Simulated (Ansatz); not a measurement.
Co (Fm-3m, No. 225): the end point of a relaxation with Ansatz, DFT, PBEsol, plane waves (420 eV) with PAW, scalar-relativistic; the starting structure was generated, so it need not be a known form of this composition.

```
Co
1.0
     3.40926    0.00000    0.00000
     0.00000    3.40926    0.00000
     0.00000    0.00000    3.40926
Co
4
Cartesian
  0.0000 0.0000 0.0000
  0.0000 1.7046 1.7046
  1.7046 0.0000 1.7046
  1.7046 1.7046 0.0000
```

What will a projected-potential map along [211] show? Computed as the sum of neutral-atom potentials (tabulated electron scattering factors, B = 0.5 Å²) projected along the beam and smoothed by 0.25 Å; brighter is more positive. The display is stretched by a gamma of 0.6; percentages refer to the linear signal.

The columns repeat on a rectangular net of 1.21 × 1.97 Å (plane group p2mm). All columns are alike (Co). The shortest distance between visible columns is 1.21 Å in projection. Along the beam the structure repeats every 4.18 Å.

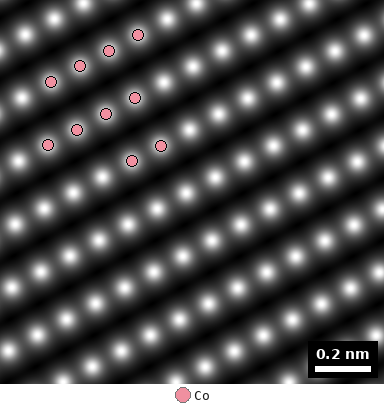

The simulated image, with the columns of the model marked in one corner.
